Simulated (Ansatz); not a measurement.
Start from this file.

```xyz
8
Lattice="5.4686 0.0000 0.0000 0.0000 5.4686 0.0000 0.0000 0.0000 5.4686" Properties=species:S:1:pos:R:3 pbc="T T T"
Si    4.0881    4.0881    4.0881
Si    2.7343    2.7343    0.0000
Si    0.0000    2.7343    2.7343
Si    2.7343    0.0000    2.7343
Si    1.3806    4.0881    1.3806
Si    4.0881    1.3806    1.3806
Si    1.3806    1.3806    4.0881
Ge    0.0000    0.0000    0.0000
```

Question: Before looking at a picture, describe the arrangement of atoms.

Answer: This is Si7Ge. Symmetry: P-43m (No. 215), primitive cubic lattice. The cell has 8 atoms, namely 7 Si, 1 Ge. The polyhedra are GeSi4 tetrahedra; they share no atoms with one another. Ge is coordinated by four Si in a tetrahedral arrangement at 2.39 Å. Si takes two kinds of site: 4e with three Si and one Ge in a tetrahedral arrangement (2.36 Å to Si, 2.39 Å to Ge); 3c with four Si in a tetrahedral arrangement at 2.36 Å. The bonds build a three-dimensional framework.

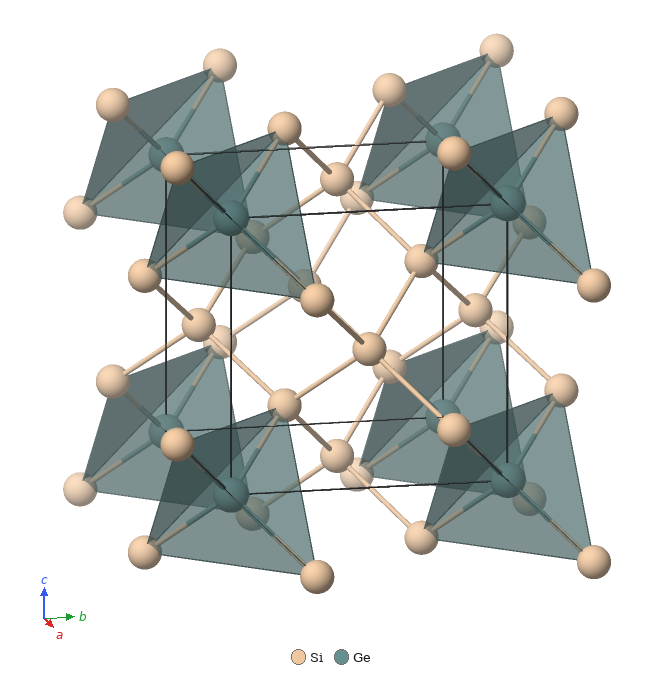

Polyhedral representation of a periodic structure, projected slightly off an axis. The box is the conventional unit cell; atoms on or close to its faces, edges and corners are drawn wherever they repeat. Some atoms of the next cells are drawn as well. Colours: silicon light orange, germanium teal.

The starting point was a structure listed in the Materials Project. A relaxation with DFT r2SCAN, scalar-relativistic, plane waves, PAW in Ansatz gave the geometry drawn.
